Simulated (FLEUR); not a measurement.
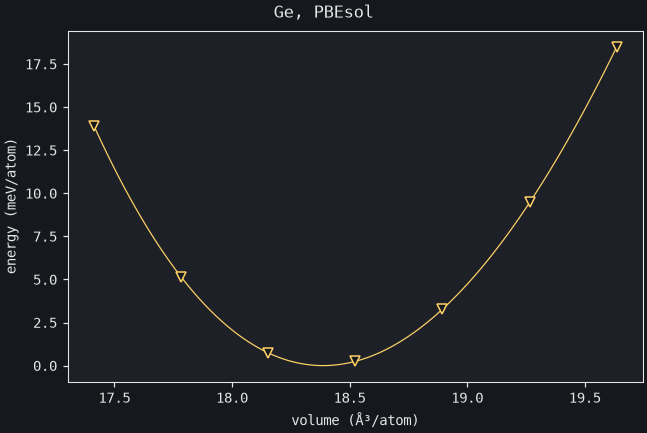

Calculation (FLEUR MaX-R8.1 (later development tree)): all-electron LAPW DFT, no spin polarisation; energies at scaled volumes of the given cell, shape and fractions fixed, counted from the fit's minimum, third-order Birch-Murnaghan fit. Level: PBEsol.

```tsv
setting	value
k mesh	11×11×11
occupations	Fermi–Dirac
smearing width	0.05 eV
potentials	all electron
program settings	basis FLAPW, kmax 4.34 1/bohr
```

Cell as given: a = 3.900 Å, b = 3.900 Å, c = 3.900 Å, α = 97.38°, β = 97.38°, γ = 138.01°; 2 atoms.

Energy against volume for Ge, space group I4_1/amd (No. 141).

A third-order Birch–Murnaghan fit gives V0 = 18.39 Å³/atom, B0 = 78.5 GPa and B′ = 4.3. The energy is 13.92 meV/atom at volume 17.41 Å³/atom and 18.51 meV/atom at 19.64 Å³/atom; the lowest computed point is at volume 18.52 Å³/atom (0.26 meV/atom).

Caveats: shape and atomic fractions are frozen while scaling, which makes layered, chain and framework solids too stiff.
